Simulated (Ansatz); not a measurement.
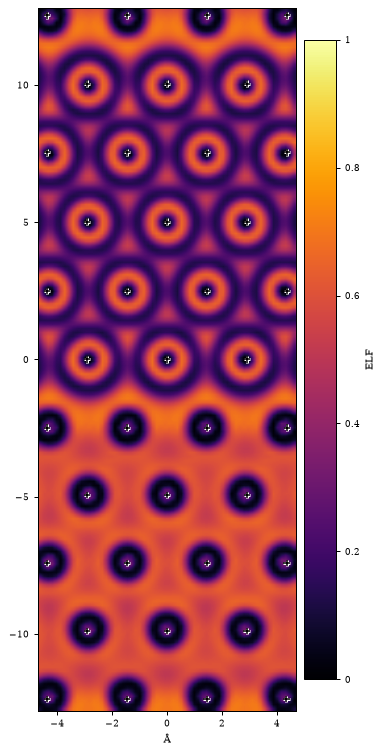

The ELF on a plane through atoms (crosses mark nuclei in the plane).

Computed with Ansatz 0.2.0, DFT PBE, scalar-relativistic, plane waves, PAW.

Candidates:
A. TiAl (interface cell), a = 2.91 Å, b = 2.91 Å, c = 28.83 Å, α = 59.69°, β = 59.69°, γ = 90.00°. Computed without spin polarisation.
B. BiTe2 (slab), a = 4.45 Å, b = 4.45 Å, c = 32.72 Å, α = 90.00°, β = 90.00°, γ = 120.00°. Not relaxed (largest force 0.9 eV/Å).
C. Si, a = 3.77 Å, b = 3.91 Å, c = 5.43 Å, α = 90.00°, β = 90.00°, γ = 90.00°. Space group Imma; changed on purpose from its base cell (strain +0.0350 x Voigt [0, 0, 0, 0, 1, 0], atoms carried along); not relaxed (largest force 0.4 eV/Å); computed pressure about 2 GPa in this cell.

**Which candidate gave the map?**

Candidate A: TiAl on the (010) plane of the calculation cell, which holds Ti and Al. Al–Al (2.86 Å): the ELF peaks at about 0.65 between the atoms. Ti–Al (2.88 Å): the ELF is about 0.40 at the midpoint.
